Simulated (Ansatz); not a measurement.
# SnO: band-structure calculation (part 1 of 2)

SnO (slab, 4 atoms in the cell), computed with DFT PBE+D3(BJ), spin-orbit coupling, plane waves, PAW (Ansatz 0.2.0).

The structure derives from an entry of the Crystallography Open Database. Figures and captions count atoms from 1; the log counts them from 0 in places.

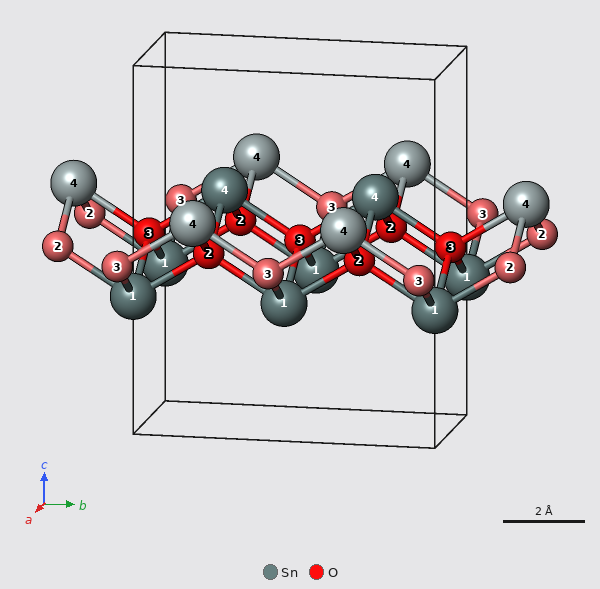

Figure 1. The structure (ball-and-stick view of the 1 × 2 repeat of the cell, with the vacuum cut short, seen slightly off an axis; neighbours outside the cell are drawn fainter; atoms are numbered from 1 in the order of the input). An atom can appear more than once, as a periodic image. Near neighbours in the periodic cell (some may lie outside the picture): Sn has 4 O at 2.25 Å; O has 4 Sn at 2.25 Å.

**Input**
```yaml
crystal:
  lattice:
    - [3.8206509064, 5.3887e-06, 0.0]
    - [-5.2282e-06, 3.8206509064, 0.0]
    - [0.0, 0.0, 30.6344298628]
  atoms:
    - { symbol: Sn, position: [0.9998505514, 0.9998505514, 0.4614165619] }
    - { symbol: O, position: [0.9998515524, 0.4998510996, 0.5000006571] }
    - { symbol: O, position: [0.4998510996, 0.9998515524, 0.5000006571] }
    - { symbol: Sn, position: [0.4998494504, 0.4998494504, 0.5385847822] }
  periodic: [true, true, false]
basis:
  ecutwfc: 420
kpoints:
  mp_grid: { grid: [6, 6, 1] }
  band_path:
    path:
      - [0, 0, 0]
      - [0.5, 0, 0]
      - [0.5, 0.5, 0]
      - [0, 0.5, 0]
      - [0, 0, 0]
      - [0.5, 0.5, 0]
    npoints: 16
hamiltonian:
  xc: pbe
  dispersion: d3bj
scf:
  occupations: { method: gaussian, width: 0.02 }
output:
  forces: true
  stress: true
  eigenvalues: true
  populations: true
  write_density: true
  write_potential: true
  elf: true
  volumetric_format: npy
magnetization:
  noncollinear: true
  spin_orbit: true
```

Hardware: 2 threads of AMD EPYC (Zen 5), 32 GiB of memory available, shared host.

Command:
```bash
ansatz run input.yaml --threads 2 --pin off --max-ram 5120MiB --backend cpu --events-out ev --progress --plain --runs-dir out
```

**Log**
```
Warning: the atoms were moved onto the symmetric positions of the space group found under crystal.symmetry.tolerance 1.0e-5 (fractional; no operation is sought that the atoms, as they stand in a round, miss by more than twice it, and no atom is moved by as much as it), and the run uses the moved positions. Before a round's move an operation carried an atom to 1.31e-5 Å from where it should land, the largest such distance. Atom 3 (counting from 0) moved farthest, by 2.16e-5 Å; the longest move in fractions of the cell, of whichever atom, is 0.18 of the tolerance, in 1 round. To run the atoms as typed, lower crystal.symmetry.tolerance until the operations that they miss are no longer found, or set crystal.symmetry.detect: false (a key that needs symmetry detection or time reversal refuses this as the deck is read). The positions used, in the order of the run's atom list: position: [0.99985066345, 0.99985066345, 0.4614158898500001]; position: [0.99985066345, 0.49985066345, 0.5]; position: [0.49985066345, 0.99985066345, 0.5]; position: [0.49985066345, 0.49985066345, 0.53858411015]; The lattice was moved too: crystal.lattice misses the space group found at crystal.symmetry.tolerance 1.0e-5 in a digit that the deck types, which is why this is a warning: making the lattice exact moves one of its numbers by a whole unit of that number's last typed decimal, or more. The operation that it misses by the most changes a squared length by the fraction 8.40e-8. The run uses the lattice that is a stretch of the typed one, with no rotation, onto the one that keeps every operation to a double's rounding (on a very oblique basis the stretch itself rounds by more); the deck's lattice vector that moved farthest moved by 8.03e-8 Å. To run the lattice as typed, set crystal.symmetry.detect: false, as for the atoms. crystal.lattice made exact, in Å and degrees: [[3.820650906400001, 5.308450000000002e-6, 0.0], [-5.308450000000001e-6, 3.820650906400001, 0.0], [0.0, 0.0, 30.6344298628]]. Pasted over the deck's crystal.lattice, beside positions in fractional coordinates, it runs the same cell (given as lengths and angles, that cell in the form's own orientation, a rigid turn of the misfit's size from the one run here, for which a checkpoint.post_process_only pass over this run's state can be refused: where this run relaxes nothing, give such a pass this deck's own crystal.lattice, as typed; behind a relaxation, as crystal.lattice, the state's own cell, identity.cell in its checkpoint.json), and a matrix so pasted ends this notice, except on a very skew basis of the lattice, where the rounding of the pasted numbers themselves can read as a misfit: the cell is then moved again, and that move is told again. The lattice as run is in this notice's lattice.as_run_ang field (Run.prep()["deck_notices"] in Python, the deck_notice line of an events file, deck_notices of ansatz run --dry-run=json, or deck_notices in record.json in the deck's checkpoint.write directory).
Engine: ansatz 0.2.0, x86_64-unknown-linux-gnu
Pseudopotentials: kind: paw_fr
Pseudopotential: Sn, paw_fr, valence charge 14, recommended cutoff 420 eV (normal), Sn.paw.azcp#standard-fr
Pseudopotential: O, paw_fr, valence charge 6, recommended cutoff 420 eV (normal), O.paw.azcp#standard-fr
Functional definition: PBE
  parameter kappa = 0.804
  parameter beta = 0.06672455060314922
  exchange = pbe_x(kappa = kappa, mu = beta*pi^2/3)
  correlation = pbe_c(beta = beta)
non-collinear run that drives no moment, with spin-orbit: no starting moment large enough to seed its density (crystal.atoms[].spin), no starting occupations that ask for one, no magnetisation constraint and no magnetic field, so the semilocal B_xc is pinned to zero
Crystal: 4 atoms, lattice volume = 447.182 Å³
Basis set: ecut = 420 eV, 8703 PW (Γ), exchange–correlation on 54×54×432 points (8 copies of the dense FFT grid, shifted against one another)
Bands: 48, of which v1, the nominal top of the filled ones, is band 40 counted from 1 (39 counted from 0)
Symmetry: 16 space group operations + 16 with time reversal
Magnetic group: BNS 129.412 (UNI 1072), of the structure as read, at distance tolerance 7.6e-5 Å
k-points: 10 of 36
Projection manifold: j_resolved (fully-relativistic pseudo-atomic orbitals)
Non-local potential: Sn, projectors of the file, l = 0: 2, l = 1: 4, l = 2: 4, l = 3: 4
Non-local potential: O, projectors of the file, l = 0: 2, l = 1: 4, l = 2: 2
PAW form: soft (Blöchl's): semilocal exchange-correlation on the pseudo side does not see the compensation charge
PAW one-centre angular grid: Sn, 590 points (default); XC on 64 Gauss nodes
PAW one-centre angular grid: O, 110 points (default); XC on 64 Gauss nodes
Initial density: superposition of atomic densities (neutral atoms: chi_scale 0, normalization atom)
Initial wavefunctions: pseudopotential atomic-orbital guess
Functional: x = pbe(κ = 0.804, μ = 0.2195149727645171), c = pbe(β = 0.06672455060314922)
SCF iter   1: F=—  HF=-13192.153560 eV  |F-HF|=—  |Δ(HF+E_count)|=         —  Δρ=5.46e-2  dr2=1.63e1  dr2_m=0.00e0 (ungated)  ethr=3.10e-3  |M|=0.00e0 ∫|m|=0.00e0 μB  |m|>n=0.0e0 m-floor=0.0e0 τ_xc=0.0e0  β_m=0.30  ⟨swp⟩=11.1  Hψ=1529  notcnv=0
preconditioner: auto → Resta (q_TF=auto, 1.825 Å⁻¹)  ε∞=1.4  [insulator: Δε(μ)=3.793 eV  Ē_g=18.147 eV  σ=0.020 eV  W_gap=1.00  n_scr=44 (ndim 8)  ℏωp=11.1 eV  f_vac=0.772  D(μ)=0.00/eV (n_scr^D=0)  ε∞_Penn≈1.4  vacuum switching on, ρ_ref=2.4e-2 e/Å³]
spin=Noncollinear: Resta preconditioning applied to the charge; magnetization (m_x, m_y, m_z) channels mix plain (no charge-response kernel on spin).
SCF iter   2: F=—  HF=-13188.197646 eV  |F-HF|=—  |Δ(HF+E_count)|=    3.96e0  Δρ=1.55e-2  dr2=6.88e-1  dr2_m=0.00e0 (ungated)  ethr=3.10e-3  |M|=0.00e0 ∫|m|=0.00e0 μB  |m|>n=0.0e0 m-floor=0.0e0 τ_xc=0.0e0  β_m=0.30  ⟨swp⟩=5.1  Hψ=597  notcnv=0  defer=36
SCF iter   3: F=—  HF=-13188.102928 eV  |F-HF|=—  |Δ(HF+E_count)|=   9.47e-2  Δρ=1.00e-2  dr2=2.83e-1  dr2_m=0.00e0 (ungated)  ethr=1.72e-3  |M|=0.00e0 ∫|m|=0.00e0 μB  |m|>n=0.0e0 m-floor=0.0e0 τ_xc=0.0e0  β_m=0.56  ⟨swp⟩=2.2  Hψ=321  notcnv=0  defer=36
SCF iter   4: F=—  HF=-13188.069998 eV  |F-HF|=—  |Δ(HF+E_count)|=   3.29e-2  Δρ=2.64e-3  dr2=2.72e-2  dr2_m=0.00e0 (ungated)  ethr=7.07e-4  |M|=0.00e0 ∫|m|=0.00e0 μB  |m|>n=0.0e0 m-floor=0.0e0 τ_xc=0.0e0  β_m=0.56  ⟨swp⟩=2.4  Hψ=378  notcnv=0  defer=36
SCF iter   5: F=—  HF=-13188.069559 eV  |F-HF|=—  |Δ(HF+E_count)|=   4.39e-4  Δρ=4.43e-4  dr2=6.17e-4  dr2_m=0.00e0 (ungated)  ethr=6.80e-5  |M|=0.00e0 ∫|m|=0.00e0 μB  |m|>n=0.0e0 m-floor=0.0e0 τ_xc=0.0e0  β_m=0.76  ⟨swp⟩=3.6  Hψ=522  notcnv=0  defer=36
SCF iter   6: F=—  HF=-13188.069944 eV  |F-HF|=—  |Δ(HF+E_count)|=   3.85e-4  Δρ=1.91e-4  dr2=2.39e-4  dr2_m=0.00e0 (ungated)  ethr=1.54e-6  |M|=0.00e0 ∫|m|=0.00e0 μB  |m|>n=0.0e0 m-floor=0.0e0 τ_xc=0.0e0  β_m=0.74  ⟨swp⟩=2.9  Hψ=527  notcnv=0  defer=36
SCF iter   7: F=—  HF=-13188.069864 eV  |F-HF|=—  |Δ(HF+E_count)|=   8.00e-5  Δρ=1.56e-5  dr2=8.45e-7  dr2_m=0.00e0 (ungated)  ethr=5.98e-7  |M|=0.00e0 ∫|m|=0.00e0 μB  |m|>n=0.0e0 m-floor=0.0e0 τ_xc=0.0e0  β_m=0.74  ⟨swp⟩=2.5  Hψ=448  notcnv=0  defer=36
SCF iter   8: F=—  HF=-13188.069787 eV  |F-HF|=—  |Δ(HF+E_count)|=   7.73e-5  Δρ=5.09e-6  dr2=2.36e-7  dr2_m=0.00e0 (ungated)  ethr=2.50e-10  |M|=0.00e0 ∫|m|=0.00e0 μB  |m|>n=0.0e0 m-floor=0.0e0 τ_xc=0.0e0  β_m=0.83  ⟨swp⟩=33.9  Hψ=3111  notcnv=0
SCF iter   9: F=-13188.069787 eV  HF=-13188.069787 eV  |F-HF|=1.04e-9  |Δ(HF+E_count)|=   3.11e-8  Δρ=7.15e-7  dr2=2.24e-9  dr2_m=0.00e0 (ungated)  ethr=2.50e-10  |M|=0.00e0 ∫|m|=0.00e0 μB  |m|>n=0.0e0 m-floor=0.0e0 τ_xc=0.0e0  ⟨swp⟩=12.6  Hψ=2039  notcnv=0
SCF 1 converged in 9 iterations: F = -13188.069787 eV  dr2 = 2.24e-9
  greatest PAW one-centre occupation: 0.993 electrons in one spin orbital (limit 2), on the Sn atom at site 0 (counted from 0), in its partial waves of l = 2
```

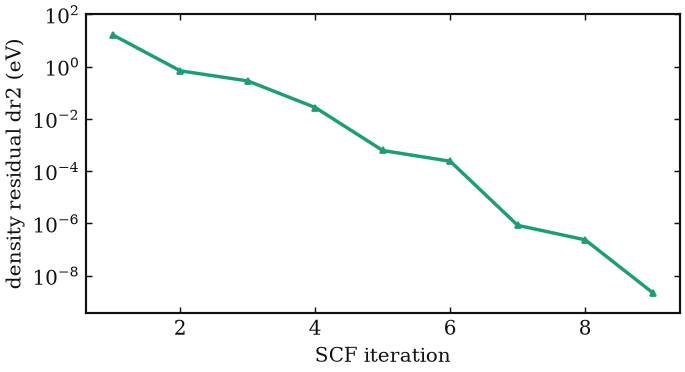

Figure 2. Convergence of the self-consistent field: density residual dr2 against the SCF iteration. The residual falls at every step.

```
NSCF: frozen V_eff on 81 k-points
WARN: The output density's exchange-correlation potential varies sharply where the density is thin. Do not read a vacuum level from v_tot or v_xc, or from such a field of the output density. On a cell that repeats whose density bears no net charge and no dipole along the vacuum's axis use v_es (v_loc + v_h of the components); under efield.dipole_correction with no amplitude use v_es + v_field, which holds any external_charges[].barrier, or the levels of the report's work_function block, which leave it out; under a non-zero efield.amplitude the vacuum is tilted and has no level; on a cell that repeats and bears such a dipole with no correction it is tilted too, and efield.dipole_correction with no amplitude gives each side of its ramp a level where efield: is served; in a cell that repeats whose density bears a net charge (total_charge, or a fill off its count) it is curved and has none; of a slab under crystal.periodic whose density bears no net charge use v_es, which has a level on each side, short of where the two are joined; of another it falls or rises all the way out and has none; of a slab beside external_charges read slab_vacuum_level instead, which it has where they leave it neutral. The grid or the basis barely resolves most such structure, and the values can differ between equally converged runs; as a rule a tighter scf.convergence.dr2_threshold does not remove it. Where the density itself ripples (under the LDA too) a higher basis.ecutwfc lessens it. The files hold the spikes' plane waves up to the density's cutoff. Files: v_tot_of_output_density and the like, and their columns of v_z.tsv (output.write_potential); v_xc_of_output_density and the like, and their columns of v_comp_z.tsv (output.write_potential_components). Measured: with its Gaussian average of σ = 0.25 Å subtracted twice, the exchange-correlation potential is over 0.1 eV at 9 of the grid points where the equally averaged density (valence and model cores) is under 1e-3 e/Å³, and 0.133 eV at the most among them, at an averaged density of 9.5e-4 e/Å³. The input density's (outcome.potential() and, of a run that writes arrays, v_tot and v_xc) is over 0.1 eV, so measured, at 9 points of its own thin density, 0.133 eV at the most. See output.write_potential in the manual, Limitations
SCF converged after 9 iterations
Magnetization: |M| = 0.0000 μB,  M = (+0.0000, +0.0000, +0.0000) μB
Absolute magnetization: 0.0000 μB (∫|m|)
  site 0: m = (+0.0000, +0.0000, +0.0000) μB, |m| = 0.0000 μB  (R = 0.93 Å)
```
